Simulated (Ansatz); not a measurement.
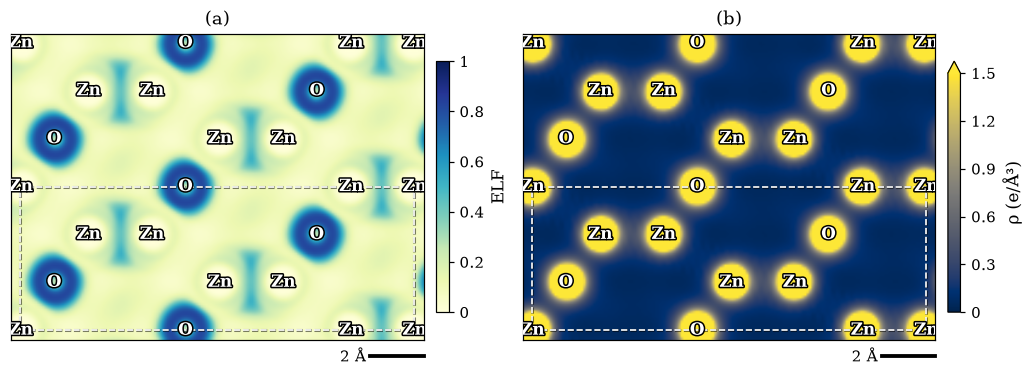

Zn2O. (a) ELF; (b) valence electron density on the (110) plane of the conventional cell.

Space group R-3m; a generated structure, not necessarily the stable one.

These are results of DFT PBE, scalar-relativistic, plane waves, PAW (Ansatz 0.2.0), not measurements.

In a PAW calculation such maps are meaningful between the atoms, not at the nuclei.

```
CELL_PARAMETERS angstrom
3.09130 0.00000 0.00000
-1.54565 2.67715 0.00000
0.00000 0.00000 14.68197
ATOMIC_POSITIONS crystal
Zn 0.33333 0.66667 0.24712
Zn 0.00000 0.00000 0.58045
Zn 0.66667 0.33333 0.91378
Zn 0.33333 0.66667 0.08622
Zn 0.00000 0.00000 0.41955
Zn 0.66667 0.33333 0.75288
O 0.00000 0.00000 0.00000
O 0.66667 0.33333 0.33333
O 0.33333 0.66667 0.66667
```

What does the map show?

Answer. The plane passes through Zn and O nuclei. Zn–O (2.19 Å): ρ is about 0.37 e/Å³ halfway; the ELF peaks at about 0.80 in the valence shell of O, 0.6 Å from its nucleus, and drops to about 0.10 between the two atoms; no shared electron pair shows on this line. Between the atoms the lowest density in this plane is 0.06 e/Å³.

Does the calculation make it a metal, or give it a gap?

Answer. It is gapless in this calculation (a metal or semimetal).
